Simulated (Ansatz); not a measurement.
Start from this file.

```cif
data_structure
_symmetry_space_group_name_H-M 'I 4/m m m'
_symmetry_Int_Tables_number 139
_cell_length_a 2.7379
_cell_length_b 2.7379
_cell_length_c 4.3135
_cell_angle_alpha 90.000
_cell_angle_beta 90.000
_cell_angle_gamma 90.000
_cell_volume 32.33
loop_
_atom_site_label
_atom_site_type_symbol
_atom_site_symmetry_multiplicity
_atom_site_Wyckoff_symbol
_atom_site_fract_x
_atom_site_fract_y
_atom_site_fract_z
_atom_site_occupancy
Ag1 Ag 2 a 0.00000 0.00000 0.00000 1
```

> What does this file describe?

The element is silver. The symmetry is that of I4/mmm (No. 139), on a body-centred tetragonal lattice. The cell holds two atoms. About every Ag there are twelve Ag in a cuboctahedral arrangement at 2.74 to 2.90 Å. The bonds build a three-dimensional framework.

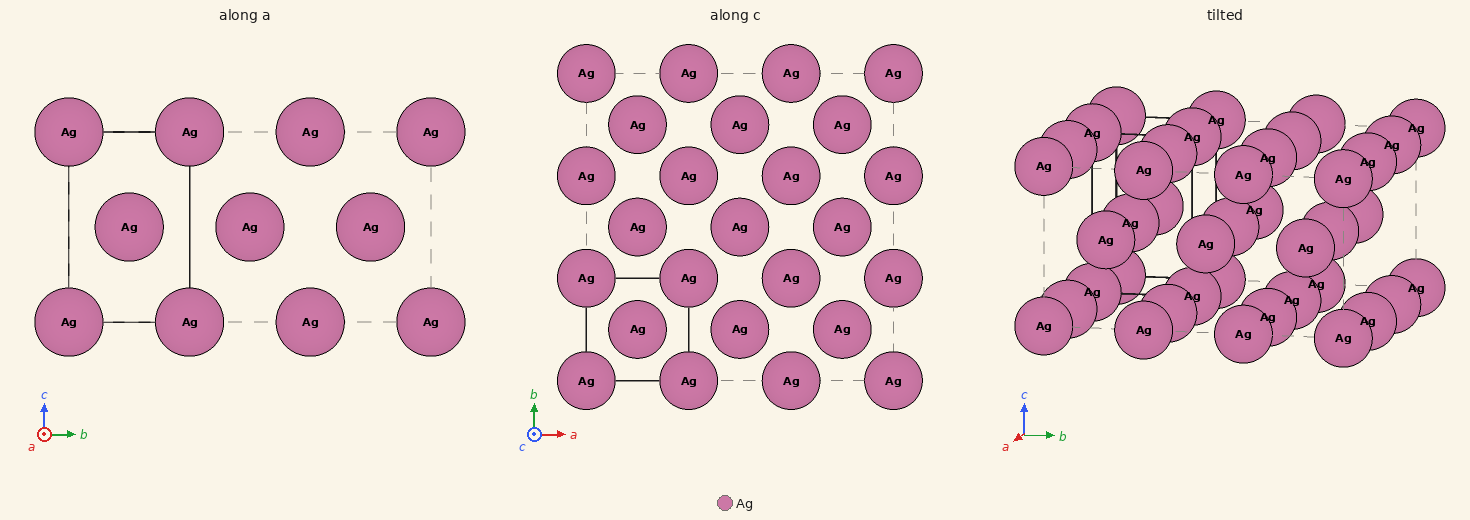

Shown here is a spheres-only view of the crystal, taken along the a axis, along the c axis and slightly off an axis. A block of 3×3×1 cells is shown, with one conventional unit cell in solid outline. Colours: silver pink.

Starting structure: a structure listed in the Materials Project. It was relaxed with Ansatz, DFT PBEsol, scalar-relativistic, plane waves, PAW under a constraint or pressure on the cell, so some stress remains.

At this level of theory the run's own cell isn't at rest (compressed, at 4 GPa), so its distances can differ from those at equilibrium, the more so the softer the solid.
